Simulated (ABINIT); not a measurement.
BeS: GW calculation (part 3 of 3)

Continued. System: BeS (F-43m, 2 atoms in the cell). Method: Kohn-Sham DFT of a periodic cell, PBE, SPMS NC PBE v1.0, GW, no spin polarisation (ABINIT 10.8.3); cutoff 816.34 eV, 4×4×4 k-mesh, fixed occupations. The structure derives from an entry of the Crystallography Open Database.

Geometry of the input (Å; fractional positions):
```
0.0000  2.4250  2.4250
2.4250  0.0000  2.4250
2.4250  2.4250  0.0000
S  0.7500  0.7500  0.7500
Be 0.0000  0.0000  0.0000
```

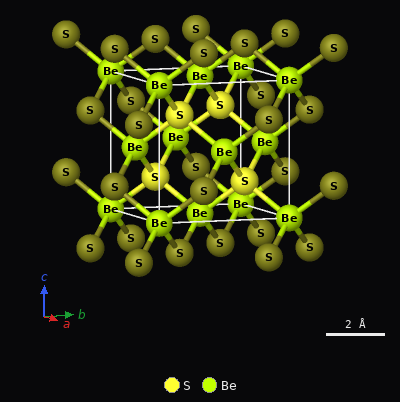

The input geometry (ball-and-stick view of the cell 4 times as large as that of the calculation, set on its symmetry axes, seen slightly off an axis; neighbours outside the cell are drawn fainter).

Output, continued
```
 Number of electrons calculated from density =   10.0000; Expected =   10.0000
 average of density, n =  0.051956
 r_s =    1.6625
 omega_plasma =   21.9874 [eV]

 === KS Band Gaps ===
  >>>> For spin  1
   Minimum direct gap =   5.6396 [eV], located at k-point      :   0.0000  0.0000  0.0000
   Fundamental gap    =   3.1041 [eV], Top of valence bands at :   0.0000  0.0000  0.0000
                                       Bottom of conduction at :   0.5000  0.5000  0.0000
 SIGMA fundamental parameters:
 COHSEX
 number of plane-waves for SigmaX                 1459
 number of plane-waves for SigmaC and W            181
 number of plane-waves for wavefunctions          1459
 number of bands                                    13
 number of independent spin polarizations            1
 number of spinorial components                      1
 number of k-points in IBZ                           8
 number of q-points in IBZ                           8
 number of symmetry operations                      24
 number of k-points in BZ                           64
 number of q-points in BZ                           64
 number of frequencies for dSigma/dE                 1
 frequency step for dSigma/dE [eV]                0.00
 number of omega for Sigma on real axis              0
 max omega for Sigma on real axis  [eV]           0.00
 zcut for avoiding poles [eV]                     0.10

 EPSILON^-1 parameters (SCR file):
 dimension of the eps^-1 matrix on file            181
 dimension of the eps^-1 matrix used               181
 number of plane-waves for wavefunctions           725
 number of bands                                    42
 number of q-points in IBZ                           8
 number of frequencies                               1
 number of real frequencies                          1
 number of imag frequencies                          0

 matrix elements of self-energy operator (all in [eV])

 Perturbative Calculation

--- !SelfEnergy_ee
iteration_state: {dtset: 4, }
kpoint     : [   0.000,    0.000,    0.000, ]
spin       : 1
KS_gap     :    5.640
QP_gap     :    8.374
Delta_QP_KS:    2.735
data: !SigmaeeData |
     Band     E0 <VxcDFT>   SigX SigC(E0)      Z dSigC/dE  Sig(E)    E-E0       E
        3   3.693 -13.731 -16.685  -0.464   1.000   0.000 -17.149  -3.419   0.274
        4   3.693 -13.731 -16.685  -0.464   1.000   0.000 -17.149  -3.419   0.274
        5   3.693 -13.731 -16.685  -0.464   1.000   0.000 -17.149  -3.419   0.274
        6   9.332 -11.082  -5.820  -5.946   1.000   0.000 -11.766  -0.684   8.648
        7   9.332 -11.082  -5.820  -5.946   1.000   0.000 -11.766  -0.684   8.648
        8   9.332 -11.082  -5.820  -5.946   1.000   0.000 -11.766  -0.684   8.648
...

--- !SelfEnergy_ee
iteration_state: {dtset: 4, }
kpoint     : [   0.500,    0.500,    0.000, ]
spin       : 1
KS_gap     :    5.753
QP_gap     :    8.268
Delta_QP_KS:    2.515
data: !SigmaeeData |
     Band     E0 <VxcDFT>   SigX SigC(E0)      Z dSigC/dE  Sig(E)    E-E0       E
        4   1.044 -12.595 -16.432   0.266   1.000   0.000 -16.165  -3.570  -2.526
        5   1.044 -12.595 -16.432   0.266   1.000   0.000 -16.165  -3.570  -2.526
        6   6.797  -9.346  -5.055  -5.346   1.000   0.000 -10.401  -1.055   5.742
...

== END DATASET(S) ==============================================================
================================================================================

 -outvars: echo values of variables after computation  --------
            acell      6.4807550674E+00  6.4807550674E+00  6.4807550674E+00 Bohr
           etotal1    -2.4563472886E+01
           etotal3     0.0000000000E+00
           etotal4     0.0000000000E+00
            fcart1    -0.0000000000E+00 -0.0000000000E+00 -0.0000000000E+00
                      -0.0000000000E+00 -0.0000000000E+00 -0.0000000000E+00
            fcart3     0.0000000000E+00  0.0000000000E+00  0.0000000000E+00
                       0.0000000000E+00  0.0000000000E+00  0.0000000000E+00
            fcart4     0.0000000000E+00  0.0000000000E+00  0.0000000000E+00
                       0.0000000000E+00  0.0000000000E+00  0.0000000000E+00
            rprim      0.0000000000E+00  7.0710678120E-01  7.0710678120E-01
                       7.0710678120E-01  0.0000000000E+00  7.0710678120E-01
                       7.0710678120E-01  7.0710678120E-01  0.0000000000E+00
           strten1    -6.9106728088E-05 -6.9106728088E-05 -6.9106728088E-05
                       0.0000000000E+00  0.0000000000E+00  0.0000000000E+00
           strten3     0.0000000000E+00  0.0000000000E+00  0.0000000000E+00
                       0.0000000000E+00  0.0000000000E+00  0.0000000000E+00
           strten4     0.0000000000E+00  0.0000000000E+00  0.0000000000E+00
                       0.0000000000E+00  0.0000000000E+00  0.0000000000E+00
           xangst      3.6375000001E+00  3.6375000001E+00  3.6375000001E+00
                       0.0000000000E+00  0.0000000000E+00  0.0000000000E+00
             xred      7.5000000000E-01  7.5000000000E-01  7.5000000000E-01
                       0.0000000000E+00  0.0000000000E+00  0.0000000000E+00
 Calculation completed.
```

Results in brief

| quantity | value |
| --- | --- |
| outcome | converged |
| space group (tolerance 0.01 Å) | F-43m (216) |
| electrons treated | 10 |
| quasiparticle gap | 5.47 eV |
| gap on the k-point mesh | 3.10 eV |
| wall time | 30 s |
| peak memory | 0.14 GiB |

Notes

Points of doubt noted for this run: cutoff too low for stress; k mesh coarse for many body.
